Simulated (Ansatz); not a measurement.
The structure in question:

```yaml
crystal:
  lattice:
    - [5.92863, 0.00000, 0.00000]
    - [0.00000, 5.92863, 0.00000]
    - [0.00000, 0.00000, 3.23269]
  atoms:
    - { symbol: Sn, position: [0.00000, 0.50000, 0.25000] }
    - { symbol: Sn, position: [0.00000, 0.00000, 0.00000] }
    - { symbol: Sn, position: [0.50000, 0.00000, 0.75000] }
    - { symbol: Sn, position: [0.50000, 0.50000, 0.50000] }
```

Question: What crystal do these data define?

Answer: The element is tin. The atoms follow space group I4_1/amd (No. 141); the Bravais lattice is body-centred tetragonal. The prototype is β-tin type. The cell holds four atoms. Each Sn atom is coordinated by six Sn at 3.07 to 3.23 Å. The bonds build a three-dimensional framework.

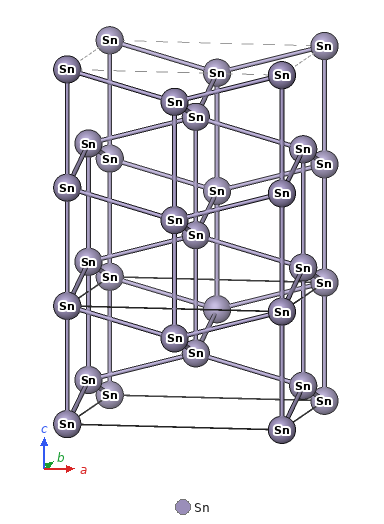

The figure gives a ball-and-stick picture of the atoms, viewed slightly off an axis. The conventional unit cell (solid box) is repeated to 1×1×3 cells. Colours: tin purple.

The initial geometry was a structure listed in the Materials Project. Earlier steps of the study may have refined or changed the cell and positions. An electronic-structure calculation with Ansatz was run on it.
